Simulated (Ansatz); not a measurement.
**Geometry relaxation of AlN (part 2 of 3)**

AlN (slab, 24 atoms in the cell); DFT PBE+D3(BJ), scalar-relativistic, plane waves, PAW, no spin polarisation (Ansatz 0.2.0); cutoff 420 eV, 5×6×1 k-mesh, Gaussian smearing of 0.05 eV. The structure derives from an entry of the Crystallography Open Database. The input holds or restrains some coordinates. Forces given for the steps count only the free coordinates. It belongs to a series of runs on one base structure; here: clean slab, lower half held.

Geometry of the input (Å; fractional positions):
```
6.2188  0.0000  0.0000
0.0000  4.9788  0.0000
0.0000  0.0000  23.2833
Al 0.5000  0.9984  0.3651
Al 0.0000  0.9984  0.3651
N  0.5000  0.6166  0.3651
N  0.0000  0.6166  0.3651
Al 0.7500  0.4984  0.4036
Al 0.2500  0.4984  0.4036
N  0.7500  0.1166  0.4036
N  0.2500  0.1166  0.4036
Al 0.7500  0.9984  0.4807
Al 0.2500  0.9984  0.4807
N  0.7500  0.6166  0.4807
N  0.2500  0.6166  0.4807
Al 0.0000  0.4984  0.5193
Al 0.5000  0.4984  0.5193
N  0.0000  0.1166  0.5193
N  0.5000  0.1166  0.5193
Al 0.0000  0.9984  0.5964
Al 0.5000  0.9984  0.5964
N  0.0000  0.6166  0.5964
N  0.5000  0.6166  0.5964
Al 0.2500  0.4984  0.6349
Al 0.7500  0.4984  0.6349
N  0.2500  0.1166  0.6349
N  0.7500  0.1166  0.6349
```

Log, continued:
```
SCF iter   1: F=—  HF=-11086.532224 eV  |F-HF|=—  |Δ(HF+E_count)|=         —  Δρ=2.34e-3  dr2=6.28e-2  ethr=5.74e-4  p=-0.073 e·Å  D=-1.84e-2 V/Å  ΔV_dip=0.43 eV  dr2_dipole=6.25e-4  V_vac-E_F(+/−)=4.63/4.20 eV  ⟨swp⟩=2.7  Hψ=1675  notcnv=0  defer=238
efield: sawtooth ramp at fractional position 0.9800 (handed on by an earlier solve), width 0.0400; the density the first Hamiltonian is built on has a dipole p = -0.073 e·Å; the dipole correction subtracts the counter field D = -1.84e-2 V/Å, which shifts the + side's vacuum level by +0.43 eV against the − side's; the planar-averaged density in the ramp window peaks in size at 2.3e-7 e/Å³
preconditioner: auto → Resta (q_TF=auto, 1.950 Å⁻¹)  ε∞=2.4  [insulator: Δε(μ)=1.498 eV  Ē_g=11.420 eV  σ=0.050 eV  W_gap=1.00  n_scr=98 (ndim 8)  ℏωp=13.6 eV  f_vac=0.579  D(μ)=0.00/eV (n_scr^D=0)  ε∞_Penn≈2.4  vacuum switching on, ρ_ref=9.5e-3 e/Å³]
SCF iter   2: F=—  HF=-11086.511431 eV  |F-HF|=—  |Δ(HF+E_count)|=   2.08e-2  Δρ=8.37e-4  dr2=6.85e-3  ethr=6.54e-5  p=-0.059 e·Å  D=-1.48e-2 V/Å  ΔV_dip=0.34 eV  dr2_dipole=1.25e-4  V_vac-E_F(+/−)=4.55/4.21 eV  ⟨swp⟩=2.1  Hψ=1450  notcnv=0  defer=240
SCF iter   3: F=—  HF=-11086.509852 eV  |F-HF|=—  |Δ(HF+E_count)|=   1.58e-3  Δρ=5.63e-4  dr2=2.33e-3  ethr=7.14e-6  p=-0.068 e·Å  D=-1.72e-2 V/Å  ΔV_dip=0.40 eV  dr2_dipole=4.47e-6  V_vac-E_F(+/−)=4.60/4.20 eV  ⟨swp⟩=2.8  Hψ=1175  notcnv=0  defer=240
SCF iter   4: F=—  HF=-11086.509455 eV  |F-HF|=—  |Δ(HF+E_count)|=   3.97e-4  Δρ=1.64e-4  dr2=2.00e-4  ethr=2.42e-6  p=-0.069 e·Å  D=-1.72e-2 V/Å  ΔV_dip=0.40 eV  dr2_dipole=7.17e-6  V_vac-E_F(+/−)=4.61/4.20 eV  ⟨swp⟩=2.0  Hψ=1131  notcnv=0  defer=240
SCF iter   5: F=-11086.509439 eV  HF=-11086.509451 eV  |F-HF|=1.22e-5  |Δ(HF+E_count)|=   3.72e-6  Δρ=6.10e-5  dr2=3.04e-5  ethr=1.04e-7  p=-0.071 e·Å  D=-1.79e-2 V/Å  ΔV_dip=0.42 eV  dr2_dipole=1.24e-7  V_vac-E_F(+/−)=4.62/4.20 eV  ⟨swp⟩=15.7  Hψ=6055  notcnv=0
SCF 4 converged in 5 iterations: F = -11086.509439 eV  dr2 = 3.04e-5
  greatest PAW one-centre occupation: 0.794 electrons in one spin orbital (limit 2), on the N atom at site 23 (counted from 0), in its partial waves of l = 0
relax step   4: F+E_penalty+E_count = -11086.50943866 eV  Δ(F+E_penalty+E_count) = -5.309e-2 eV  max|allowed force component| = 7.828e-2 eV/Å  Δτ_max = 0.0391 Å  (5 SCF iters, dr2 threshold 1.00e-4 eV, accepted)
SCF iter   1: F=—  HF=-11086.513053 eV  |F-HF|=—  |Δ(HF+E_count)|=         —  Δρ=5.20e-4  dr2=3.02e-3  ethr=5.85e-5  p=-0.071 e·Å  D=-1.79e-2 V/Å  ΔV_dip=0.42 eV  dr2_dipole=2.10e-4  V_vac-E_F(+/−)=4.62/4.21 eV  ⟨swp⟩=2.0  Hψ=1683  notcnv=0  defer=236
efield: sawtooth ramp at fractional position 0.9800 (handed on by an earlier solve), width 0.0400; the density the first Hamiltonian is built on has a dipole p = -0.071 e·Å; the dipole correction subtracts the counter field D = -1.79e-2 V/Å, which shifts the + side's vacuum level by +0.42 eV against the − side's; the planar-averaged density in the ramp window peaks in size at 1.9e-7 e/Å³
preconditioner: auto → Resta (q_TF=auto, 1.950 Å⁻¹)  ε∞=2.4  [insulator: Δε(μ)=1.496 eV  Ē_g=11.412 eV  σ=0.050 eV  W_gap=1.00  n_scr=98 (ndim 8)  ℏωp=13.6 eV  f_vac=0.579  D(μ)=0.00/eV (n_scr^D=0)  ε∞_Penn≈2.4  vacuum switching on, ρ_ref=9.4e-3 e/Å³]
SCF iter   2: F=—  HF=-11086.512034 eV  |F-HF|=—  |Δ(HF+E_count)|=   1.02e-3  Δρ=2.02e-4  dr2=3.33e-4  ethr=3.15e-6  p=-0.062 e·Å  D=-1.56e-2 V/Å  ΔV_dip=0.36 eV  dr2_dipole=9.70e-9  V_vac-E_F(+/−)=4.57/4.21 eV  ⟨swp⟩=2.4  Hψ=1483  notcnv=0  defer=236
SCF iter   3: F=—  HF=-11086.511931 eV  |F-HF|=—  |Δ(HF+E_count)|=   1.04e-4  Δρ=7.37e-5  dr2=3.70e-5  ethr=3.47e-7  p=-0.063 e·Å  D=-1.57e-2 V/Å  ΔV_dip=0.37 eV  dr2_dipole=1.89e-6  V_vac-E_F(+/−)=4.57/4.20 eV  ⟨swp⟩=2.0  Hψ=1124  notcnv=0  defer=236
SCF iter   4: F=—  HF=-11086.510854 eV  |F-HF|=—  |Δ(HF+E_count)|=   1.08e-3  Δρ=2.75e-5  dr2=4.19e-6  ethr=3.86e-8  p=-0.062 e·Å  D=-1.55e-2 V/Å  ΔV_dip=0.36 eV  dr2_dipole=2.08e-8  V_vac-E_F(+/−)=4.57/4.20 eV  ⟨swp⟩=2.1  Hψ=1194  notcnv=0  defer=236
SCF iter   5: F=—  HF=-11086.510854 eV  |F-HF|=—  |Δ(HF+E_count)|=   1.39e-7  Δρ=1.08e-5  dr2=8.12e-7  ethr=4.36e-9  p=-0.062 e·Å  D=-1.54e-2 V/Å  ΔV_dip=0.36 eV  dr2_dipole=2.91e-8  V_vac-E_F(+/−)=4.56/4.20 eV  ⟨swp⟩=2.7  Hψ=1289  notcnv=0  defer=236
SCF iter   6: F=-11086.510854 eV  HF=-11086.510854 eV  |F-HF|=2.04e-8  |Δ(HF+E_count)|=   3.76e-8  Δρ=3.09e-6  dr2=7.00e-8  ethr=1.04e-10  p=-0.062 e·Å  D=-1.55e-2 V/Å  ΔV_dip=0.36 eV  dr2_dipole=4.28e-9  V_vac-E_F(+/−)=4.56/4.20 eV  ⟨swp⟩=15.2  Hψ=5598  notcnv=0
SCF 5 converged in 6 iterations: F = -11086.510854 eV  dr2 = 7.00e-8
relax step   5: F+E_penalty+E_count = -11086.51085380 eV  Δ(F+E_penalty+E_count) = -1.415e-3 eV  max|allowed force component| = 7.856e-2 eV/Å  Δτ_max = 0.0099 Å  (6 SCF iters, accepted)
SCF iter   1: F=—  HF=-11086.512629 eV  |F-HF|=—  |Δ(HF+E_count)|=         —  Δρ=1.76e-4  dr2=3.17e-4  ethr=4.57e-6  p=-0.062 e·Å  D=-1.55e-2 V/Å  ΔV_dip=0.36 eV  dr2_dipole=2.33e-5  V_vac-E_F(+/−)=4.56/4.20 eV  ⟨swp⟩=2.0  Hψ=1709  notcnv=0  defer=189
efield: sawtooth ramp at fractional position 0.9800 (handed on by an earlier solve), width 0.0400; the density the first Hamiltonian is built on has a dipole p = -0.062 e·Å; the dipole correction subtracts the counter field D = -1.55e-2 V/Å, which shifts the + side's vacuum level by +0.36 eV against the − side's; the planar-averaged density in the ramp window peaks in size at 1.8e-7 e/Å³
preconditioner: auto → Resta (q_TF=auto, 1.950 Å⁻¹)  ε∞=2.4  [insulator: Δε(μ)=1.495 eV  Ē_g=11.406 eV  σ=0.050 eV  W_gap=1.00  n_scr=98 (ndim 8)  ℏωp=13.6 eV  f_vac=0.579  D(μ)=0.00/eV (n_scr^D=0)  ε∞_Penn≈2.4  vacuum switching on, ρ_ref=9.4e-3 e/Å³]
SCF iter   2: F=—  HF=-11086.512535 eV  |F-HF|=—  |Δ(HF+E_count)|=   9.36e-5  Δρ=7.70e-5  dr2=4.26e-5  ethr=3.30e-7  p=-0.065 e·Å  D=-1.62e-2 V/Å  ΔV_dip=0.38 eV  dr2_dipole=7.79e-8  V_vac-E_F(+/−)=4.58/4.20 eV  ⟨swp⟩=2.3  Hψ=1486  notcnv=0  defer=190
SCF iter   3: F=—  HF=-11086.511450 eV  |F-HF|=—  |Δ(HF+E_count)|=   1.09e-3  Δρ=3.64e-5  dr2=8.91e-6  ethr=4.44e-8  p=-0.065 e·Å  D=-1.63e-2 V/Å  ΔV_dip=0.38 eV  dr2_dipole=4.07e-7  V_vac-E_F(+/−)=4.58/4.20 eV  ⟨swp⟩=2.0  Hψ=1169  notcnv=0  defer=190
SCF iter   4: F=—  HF=-11086.511449 eV  |F-HF|=—  |Δ(HF+E_count)|=   7.45e-7  Δρ=1.54e-5  dr2=1.81e-6  ethr=9.28e-9  p=-0.065 e·Å  D=-1.64e-2 V/Å  ΔV_dip=0.38 eV  dr2_dipole=3.42e-8  V_vac-E_F(+/−)=4.59/4.20 eV  ⟨swp⟩=2.0  Hψ=1169  notcnv=0  defer=190
SCF iter   5: F=—  HF=-11086.511449 eV  |F-HF|=—  |Δ(HF+E_count)|=   7.79e-8  Δρ=4.99e-6  dr2=2.15e-7  ethr=1.88e-9  p=-0.065 e·Å  D=-1.64e-2 V/Å  ΔV_dip=0.38 eV  dr2_dipole=1.01e-8  V_vac-E_F(+/−)=4.59/4.20 eV  ⟨swp⟩=2.2  Hψ=1235  notcnv=0  defer=190
SCF iter   6: F=-11086.511449 eV  HF=-11086.511449 eV  |F-HF|=5.67e-9  |Δ(HF+E_count)|=   2.06e-8  Δρ=1.45e-6  dr2=1.39e-8  ethr=1.04e-10  p=-0.065 e·Å  D=-1.64e-2 V/Å  ΔV_dip=0.38 eV  dr2_dipole=5.22e-10  V_vac-E_F(+/−)=4.59/4.20 eV  ⟨swp⟩=14.6  Hψ=4677  notcnv=0
SCF 6 converged in 6 iterations: F = -11086.511449 eV  dr2 = 1.39e-8
relax step   6: F+E_penalty+E_count = -11086.51144881 eV  Δ(F+E_penalty+E_count) = -5.950e-4 eV  max|allowed force component| = 3.379e-3 eV/Å  Δτ_max = 0.0051 Å  (6 SCF iters, accepted)
```

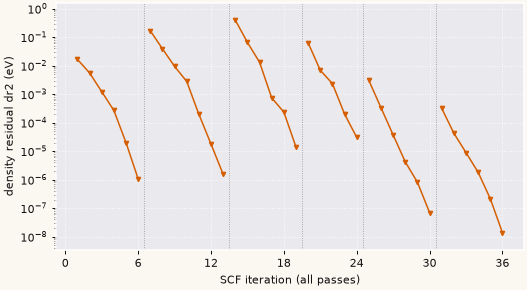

Convergence of the self-consistent field: density residual dr2 against the SCF iteration. The dotted lines part the SCF passes of the relaxation: geometry steps, rejected trials and re-solves on a re-selected basis. The 6 passes take 5 to 7 iterations each, 36 in all.

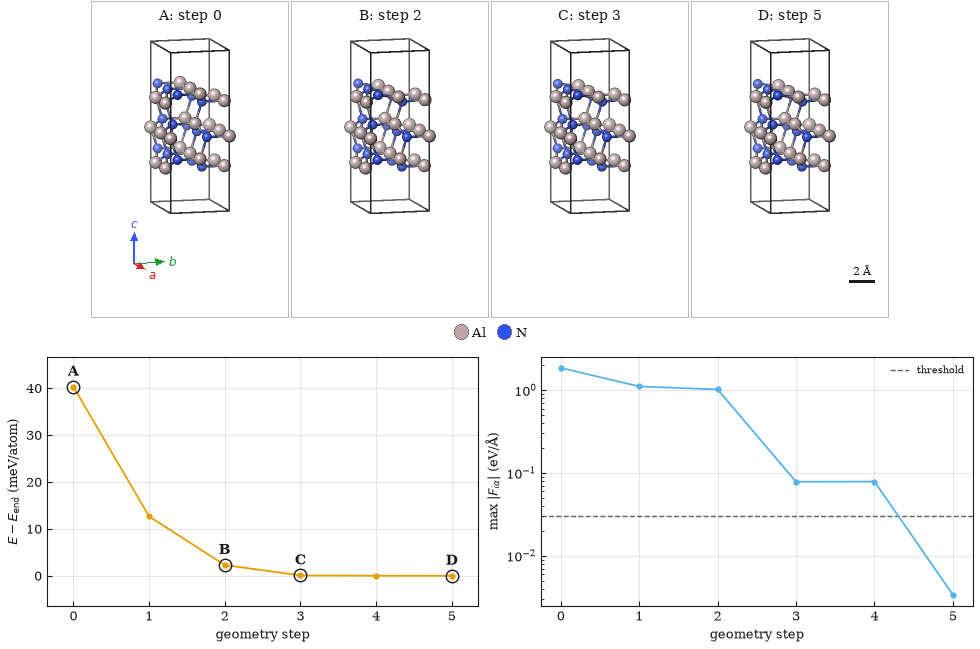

Frames of the restrained relaxation (ball-and-stick view of the cell of the calculation, with the vacuum cut short (origin shifted), seen slightly off an axis) above the curves, on which the letters mark them (the first geometry is step 0 here and step 1 in the log).

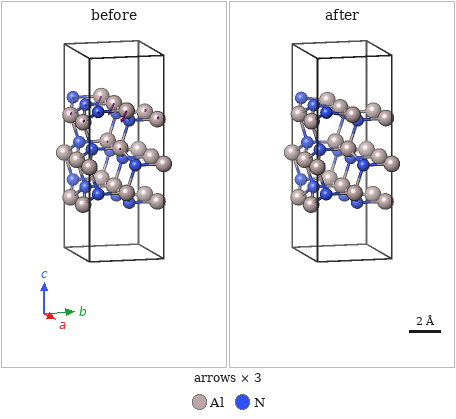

Before (left) and after (right) the restrained relaxation, at one scale (ball-and-stick view of the cell of the calculation, with the vacuum cut short (origin shifted), seen slightly off an axis). The pink arrows give the displacements, magnified 3 times. After 5 geometry steps the energy has fallen by 40.3 meV per atom. The largest force component goes from 1.9 to 0.0034 eV/Å. The largest moves, 0.29 Å, are those of Al21 and Al22. By element the largest moves are Al 0.29 Å, N 0.05 Å. The lattice vectors keep their values. Distances before and after: Al21–N23 1.901 → 1.770 Å, N15–Al17 1.889 → 1.969 Å, Al13–N19 1.889 → 1.949 Å, Al17–N23 1.889 → 1.834 Å. Among the angles that change: Al13–N19–Al21 110.8° → 101.3°, N19–Al21–N23 108.1° → 116.4°, Al17–N19–Al21 108.1° → 113.2°. (Atoms are counted from 1 in the order of the input.)

```
SCF converged after 6 iterations
Free energy (F): -11086.511449 eV
Harris-Foulkes:  -11086.511449 eV  (|F-HF|=5.67e-9)
Internal energy: -11086.511449 eV  (E = F + TS)
E sigma→0 (E₀):  -11086.511449 eV
Fermi energy:    0.082104 eV
Dipole field:    D = -0.016438 V/Å  (p = -0.065490 e·Å, saw-weighted, corrected)
Work function:   Φ+ = 4.5863 eV   Φ− = 4.2036 eV
Levels:          The Fermi level and band energies are counted from a zero that moves with the ramp; work functions are not
--- Per-component energies (eV) ---
  E_band       = -595.769705
  E_kinetic    = 1894.071238
  E_local      = -48708.418816  (includes V_loc(G=0)·N_el)
  E_nonlocal   = 667.726463
  E_hartree    = 23556.402981
  E_xc         = -1213.831743
  E_vxc        = -1284.201073  (∫ρ·V_xc dr)
  E_paw        = -7140.575506  (= ΣΔE_a)
  E_vpaw       = -277.723827  (= ΣTr[D̂ρ^β])
  E_aug_tail   = 0.001149  (compensation charges beyond the density's cutoff)
  E_efield     = 0.000538  (sawtooth field / dipole correction)
  E_vefield    = -0.034237  (∫n·V_field dr)
  E_ewald      = 19862.940157
  E_disp       = -4.827910  (pairwise vdW)
  E_smearing   = -0.000000  (= −TS)
  E_closure    = 0.000000  (closes the sum)
  Σ components = -11086.511449   (vs F -11086.511449, Δ=0.00e0)
--- Forces (eV/Å), atoms counted from 1 ---
  atom   1  Al     0.00000000    -1.80909691     1.87573821
  atom   2  Al     0.00000000    -1.80909691     1.87573821
  atom   3  N      0.00000000     0.79936872     0.34935293
  atom   4  N      0.00000000     0.79936872     0.34935293
  atom   5  Al     0.00000000     1.01494369    -1.71898026
  atom   6  Al     0.00000000     1.01494369    -1.71898026
  atom   7  N      0.00000000     0.31891391    -1.31226365
  atom   8  N      0.00000000     0.31891391    -1.31226365
  atom   9  Al    -0.00000000    -0.31934224     0.36164169
  atom  10  Al    -0.00000000    -0.31934224     0.36164169
  atom  11  N      0.00000000    -0.00522174     0.44949211
  atom  12  N      0.00000000    -0.00522174     0.44949211
  atom  13  Al     0.00000000     0.00010651     0.00326167
  atom  14  Al     0.00000000     0.00010651     0.00326167
  atom  15  N     -0.00000000     0.00112848    -0.00256093
  atom  16  N     -0.00000000     0.00112848    -0.00256093
  atom  17  Al    -0.00000000    -0.00248735    -0.00080063
  atom  18  Al    -0.00000000    -0.00248735    -0.00080063
  atom  19  N     -0.00000000    -0.00084478    -0.00050673
  atom  20  N     -0.00000000    -0.00084478    -0.00050673
  atom  21  Al     0.00000000    -0.00069278    -0.00089909
  atom  22  Al     0.00000000    -0.00069278    -0.00089909
  atom  23  N      0.00000000     0.00328250    -0.00337872
  atom  24  N      0.00000000     0.00328250    -0.00337872
  max |Σ_I F_I| component: 1.93e-4 eV/Å
--- Band table (eV; the first three rows and the last of 12) ---
  k-point 0: bands = ["-16.2854", "-15.6288", "-14.8161", "-14.7892", "-14.7719", "-14.0891", "-13.9817", "-13.8259", "-13.3428", "-13.1286", "-12.9226", "-12.6659", "-6.9955", "-6.5076", "-6.3759", "-6.3309", "-6.0479", "-5.6119", "-5.6073", "-5.0358", "-4.9972", "-4.8772", "-4.8271", "-4.7563", "-4.4524", "-4.2484", "-4.2255", "-4.0333", "-3.3976", "-3.1819", "-3.1494", "-3.1279", "-2.9932", "-2.8840", "-2.8156", "-2.4268", "-2.4003", "-2.3034", "-2.2039", "-1.9627", "-1.8200", "-1.4888", "-1.2809", "-1.1732", "-1.1566", "-0.9722", "-0.8431", "-0.7106", "0.8299", "1.9961", "2.2886", "3.2307", "4.0467", "4.3642", "4.3760", "4.5988", "4.6892", "4.7394", "4.7620", "5.0540", "5.3081", "5.3683", "5.7883", "5.9105", "5.9696", "6.1076", "6.4120", "6.5222", "6.9318", "6.9931", "7.0921", "7.4741"]
  k-point 1: bands = ["-16.1892", "-15.5658", "-14.7769", "-14.7515", "-14.7409", "-14.2568", "-14.0219", "-13.8556", "-13.4339", "-13.1149", "-13.0046", "-12.6496", "-6.6882", "-6.6217", "-6.5184", "-6.4320", "-5.9799", "-5.9484", "-5.9204", "-5.3675", "-5.2700", "-5.0133", "-4.4521", "-4.2403", "-4.1681", "-4.0913", "-4.0408", "-4.0389", "-3.4848", "-3.3422", "-2.9569", "-2.8803", "-2.8092", "-2.5902", "-2.5890", "-2.4704", "-2.4118", "-2.3903", "-2.0749", "-1.9905", "-1.9062", "-1.8867", "-1.3238", "-1.2204", "-1.1026", "-0.9381", "-0.8737", "-0.7562", "1.0406", "2.1664", "2.1702", "3.0644", "4.1959", "4.2619", "4.3112", "4.6015", "4.6751", "4.7661", "4.8515", "4.9367", "5.3985", "5.4291", "5.6396", "5.8325", "5.8970", "6.0554", "6.4000", "6.8060", "6.8133", "6.8151", "7.3913", "7.6838"]
```
